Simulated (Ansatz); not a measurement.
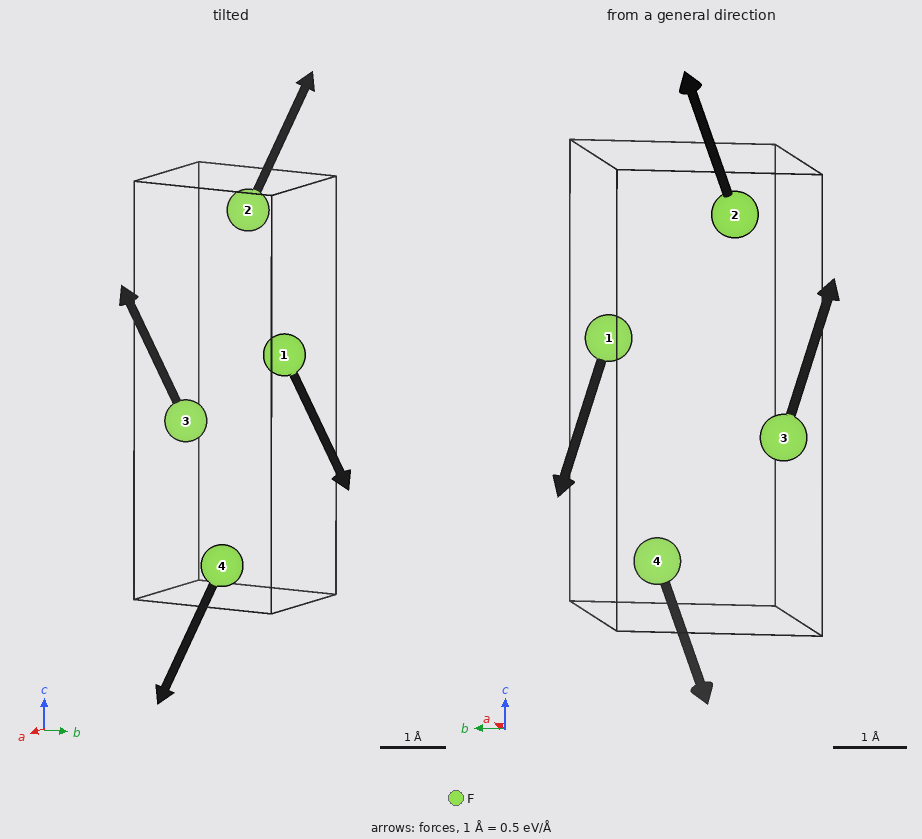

An orthographic spheres-only view of the structure, slightly off an axis and from a general direction. Atoms at the boundary of the simulation cell (the box) are drawn once for each face, edge or corner they touch. The arrows are the computed forces on the atoms.

System: F. The numbers come from DFT, HSE06, plane waves, PAW (Ansatz 0.2.0), using an energy cutoff of 420 eV, a 6×6×4 mesh of k-points, no spin polarisation.

Are the atoms in equilibrium?

No. The atoms still feel forces of up to about 1 eV/Å, far above a usual threshold of 0.01 to 0.03 eV/Å.

Where is the maximum force, and how large is it?

All F atoms, about 1 eV/Å.

Origin of the cell: a structure listed in the Materials Project. The cell was then strained or its atoms displaced on purpose. It went into a calculation with Ansatz.
